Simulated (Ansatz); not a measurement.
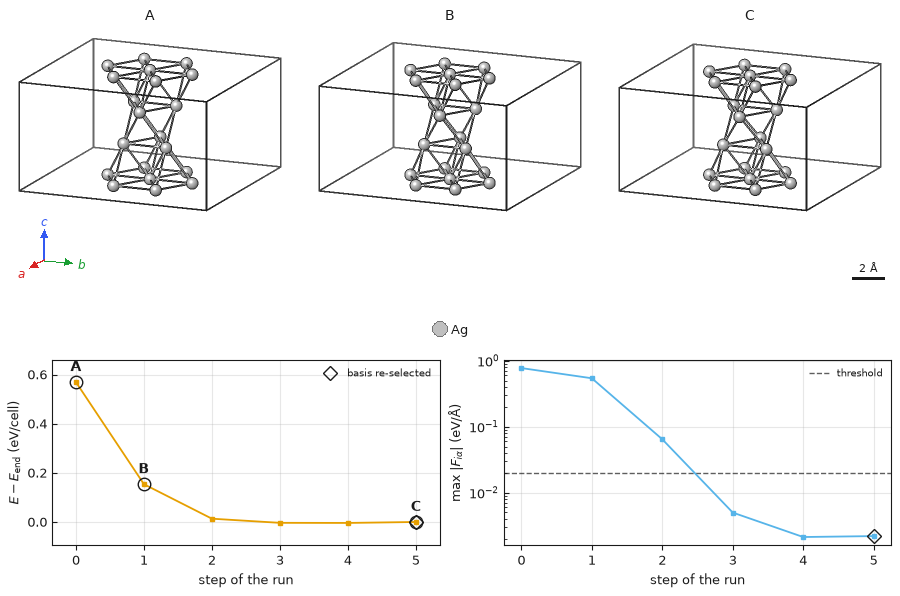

Frames of a relaxation of a wire of composition Ag, marked on the history of the run. A ball-and-stick model of the cell of the calculation, with the vacuum cut short, seen slightly off an axis.

Case: wire along [1 1 1], 13 atoms a period.

Computed with DFT PBEsol, scalar-relativistic, plane waves, PAW in Ansatz 0.2.0.

Input file:
```yaml
crystal:
  lattice:
    - [14.0, 0.0, 0.0]
    - [0.0, 15.0, 0.0]
    - [0.0, 0.0, 7.0224462601]
  atoms:
    - { symbol: Ag, position: [0.5, 0.5, 0.0] }
    - { symbol: Ag, position: [0.5, 0.3088732213, 0.0] }
    - { symbol: Ag, position: [0.5, 0.6911267787, 0.0] }
    - { symbol: Ag, position: [0.3817709674, 0.5, 0.3333333333] }
    - { symbol: Ag, position: [0.6182290326, 0.5, 0.6666666667] }
    - { symbol: Ag, position: [0.322656451, 0.4044366106, 0.0] }
    - { symbol: Ag, position: [0.677343549, 0.5955633894, 0.0] }
    - { symbol: Ag, position: [0.5591145163, 0.4044366106, 0.3333333333] }
    - { symbol: Ag, position: [0.4408854837, 0.5955633894, 0.6666666667] }
    - { symbol: Ag, position: [0.322656451, 0.5955633894, 0.0] }
    - { symbol: Ag, position: [0.677343549, 0.4044366106, 0.0] }
    - { symbol: Ag, position: [0.5591145163, 0.5955633894, 0.3333333333] }
    - { symbol: Ag, position: [0.4408854837, 0.4044366106, 0.6666666667] }
basis:
  ecutwfc: 420
kpoints:
  mp_grid: { grid: [1, 1, 8] }
hamiltonian:
  xc: pbesol
scf:
  occupations: { method: gaussian, width: 0.05 }
output:
  forces: true
  stress: true
  eigenvalues: true
  populations: true
  write_density: true
  write_potential: true
  elf: true
  volumetric_format: npy
relax:
  adjacent_minimum: "off"
  f_tol: 0.02
  max_steps: 45
  cell: { fix: [a, b, alpha, beta, gamma], stress_tol: 0.03 }
```

Command:
```bash
ansatz run input.yaml --threads 4 --pin off --max-ram 11264MiB --backend cpu --events-out ev --progress --plain --runs-dir out
```

### Describe the path.

The largest moves, 0.11 Å, are those of Ag2, Ag3, Ag6, Ag7, Ag10 and Ag11. Along the periodic axis the drawn cell goes c 7.022 → 6.664 Å (−5.1 %). Among the contacts that change: Ag4–Ag13 2.867 → 2.722 Å, Ag2–Ag13 2.867 → 2.744 Å, Ag1–Ag10 2.867 → 2.761 Å, Ag1–Ag12 2.867 → 2.818 Å. Bond angles that change, for instance: Ag5–Ag7–Ag12 120.0° → 123.2°. Over 4 accepted moves (5 points after the start) the energy falls by 0.569 eV per cell of the calculation. The largest force component goes from 0.77 to 0.0022 eV/Å. At 1 point the geometry stayed and the basis and grid were re-selected for the new cell (energy shift of 3.9 meV per cell of the calculation at most each time). From step 0 to 1: Ag atoms move most (0.19 Å), energy −0.415 eV per cell of the calculation. From step 1 to 5: Ag atoms move most (0.08 Å), energy −0.154 eV per cell of the calculation.
